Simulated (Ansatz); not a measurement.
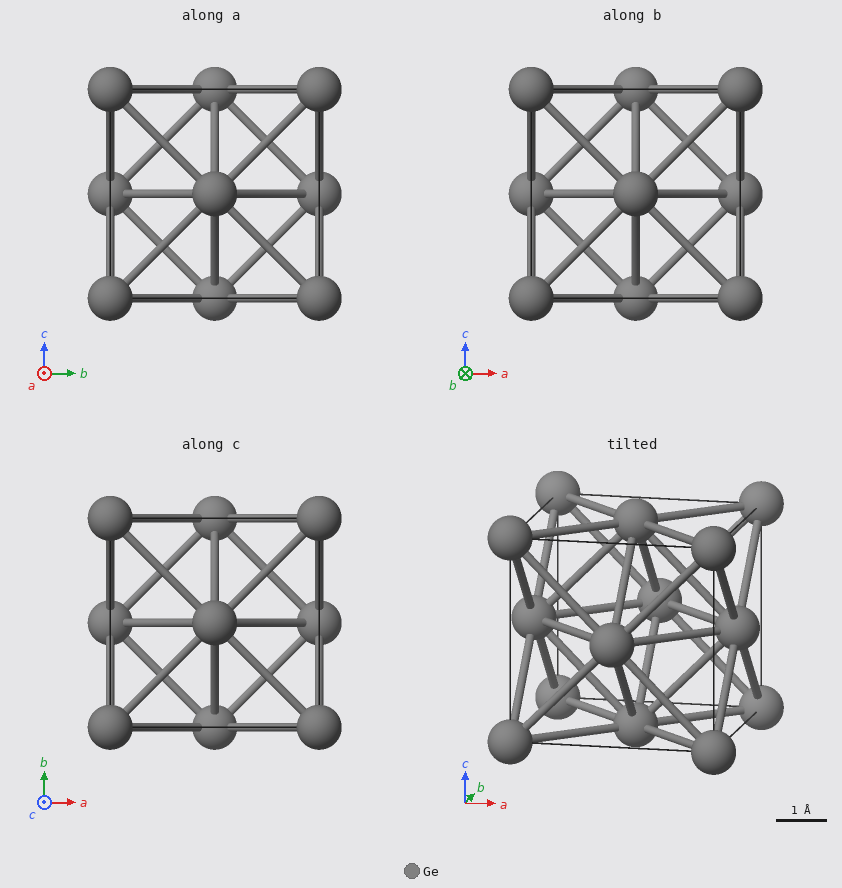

Shown here is a ball-and-stick view of the crystal, taken along the a axis, along the b axis, along the c axis and slightly off an axis. Thin lines show the conventional unit cell, with boundary atoms drawn in all their periodic places.

Lattice parameters: a = 4.199 Å, b = 4.199 Å, c = 4.199 Å, α = 90.00°, β = 90.00°, γ = 90.00°. Put a along x and b in the xy plane.

**Transcribe the picture into a POSCAR file.**

```
Ge
1.0
     4.199    0.000    0.000
     0.000    4.199    0.000
     0.000    0.000    4.199
Ge
4
Direct
  0.0000 0.0000 0.0000
  0.0000 0.5000 0.5000
  0.5000 0.0000 0.5000
  0.5000 0.5000 0.0000
```

The starting point was a structure type filled with this element by a generator (whether the element takes this form wasn't checked). The picture shows the end point of a geometry optimisation with Ansatz 0.2.0, DFT, PBEsol, plane waves (420 eV) with PAW, scalar-relativistic.
